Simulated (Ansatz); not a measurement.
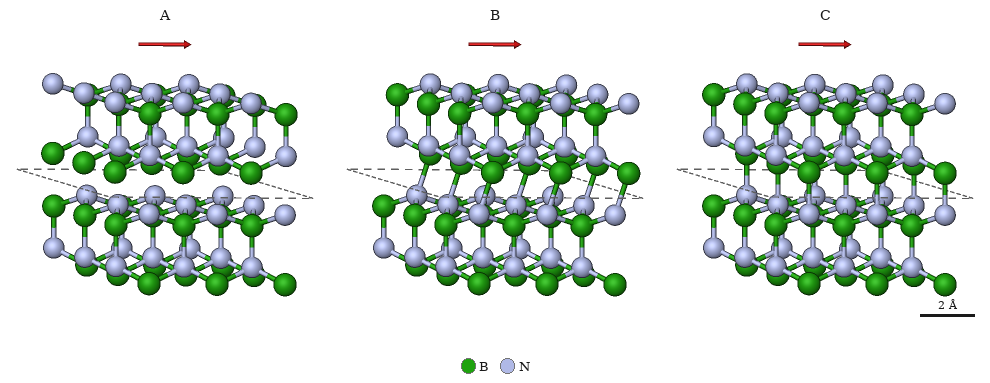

A scan of a crystal of BN (P6_3mc): the crystal above a cut along the (0 0 1) plane of the conventional cell (between a plane of N below and one of B above, 1.58 Å apart) is slid rigidly by fractions of an in-plane lattice vector 2.55 Å long (a generalised stacking fault). One cut stands in each cell, which starts 12.7 Å high; nothing is relaxed, and the dashed outline marks the cut, the arrow on top the direction of slip. Style: ball-and-stick. Shown: the layers on both sides of the cut, from the side, nearly along the cut plane.

Level of theory: DFT PBE, scalar-relativistic, plane waves, PAW in Ansatz. (plane-wave cutoff 420 eV; k-point mesh 10 × 10 × 2; occupations gaussian; smearing width 0.05 eV; no spin polarisation). Energies (free energies at the smearing named) are counted from the cell as listed in its source, which wasn't relaxed.

Question: Rank the frames from lowest to highest energy.

Answer: Lowest first: C (the slip 0.00, 0 mJ/m²), B (the slip 0.20, 2084 mJ/m²), A (the slip 0.50, 7793 mJ/m²). Over the whole scan: the curve starts and ends at zero, since a full lattice vector restores the crystal. Its highest computed point is 7793 mJ/m² at slip 0.50, which the unstable stacking-fault energy of this rigid path equals or slightly exceeds. No local minimum shows among the points, so there is no metastable fault on this line. The path is symmetric about half-way. Relaxation across the fault would lower the values.
